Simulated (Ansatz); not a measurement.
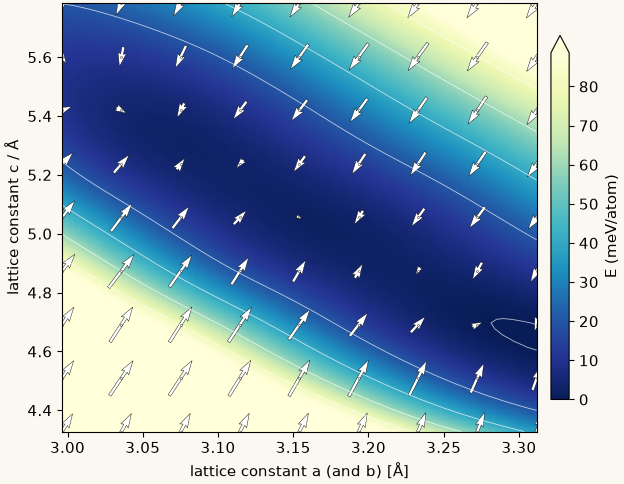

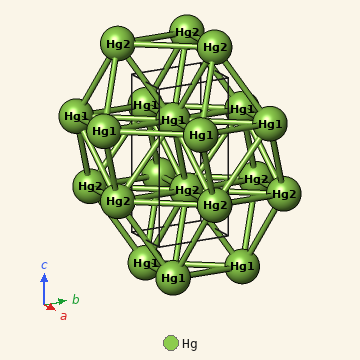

Energy landscape of Hg (P6_3/mmc, No. 194; 2 atoms in the cell). The energy is mapped over the lattice constants a and c of the conventional cell. Coordinates scanned: (1) lattice constant a (and b); (2) lattice constant c. Nothing is relaxed (symmetry fixes all fractional coordinates). Grid: 9 × 9 points. Energies: meV/atom, counted from the lowest grid point. These are results of Ansatz 0.2.0, DFT PBEsol+D3(BJ), scalar-relativistic, plane waves, PAW, not measurements. Settings: cutoff 420 eV, k-mesh 18×18×10 in the order of the run's cell vectors, gaussian smearing 0.15 eV, no spin polarisation.

Drawn: a smooth colour map with a few white contour lines, dots at the grid points, arrows along the force (downhill), their lengths compressed, one colour for all values above the top of the scale. Between grid points the surface is interpolated. The second picture is the reference structure.

Q: Describe this landscape.

A: The lowest grid point is at lattice constant a (and b) = 3.312 Å, lattice constant c = 4.691 Å. It lies on the edge of the grid, but the force there points inwards, so the minimum lies inside the range. A higher local minimum lies near lattice constant a (and b) = 3.154 Å, lattice constant c = 5.055 Å (2.1 meV/atom above the lowest at that grid point). The highest grid point, lattice constant a (and b) = 2.996 Å, lattice constant c = 4.327 Å, lies 408 meV/atom above the lowest.

Grid values (meV/atom):

| lattice constant c ↓, lattice constant a (and b) → | 2.996 | 3.036 | 3.075 | 3.115 | 3.154 | 3.193 | 3.233 | 3.272 | 3.312 |
| --- | --- | --- | --- | --- | --- | --- | --- | --- | --- |
| 5.783 | 20 | 24 | 32 | 43 | 57 | 72 | 89 | 106 | 123 |
| 5.601 | 12 | 11 | 15 | 23 | 35 | 49 | 64 | 80 | 96 |
| 5.419 | 10 | 5 | 5 | 10 | 18 | 29 | 41 | 55 | 70 |
| 5.237 | 21 | 9 | 4 | 3 | 7 | 13 | 22 | 33 | 46 |
| 5.055 | 48 | 27 | 13 | 5 | 2 | 3 | 8 | 16 | 27 |
| 4.873 | 93 | 60 | 36 | 19 | 9 | 4 | 3 | 5 | 11 |
| 4.691 | 162 | 116 | 79 | 51 | 30 | 15 | 5 | 0 | 0 |
| 4.509 | 265 | 200 | 146 | 103 | 70 | 44 | 26 | 13 | 5 |
| 4.327 | 408 | 324 | 254 | 195 | 147 | 108 | 77 | 54 | 37 |

Time for the 81 points that were run: 4.1 min on 1 thread of AMD EPYC 9R45 (Zen 5), with other jobs on the host.
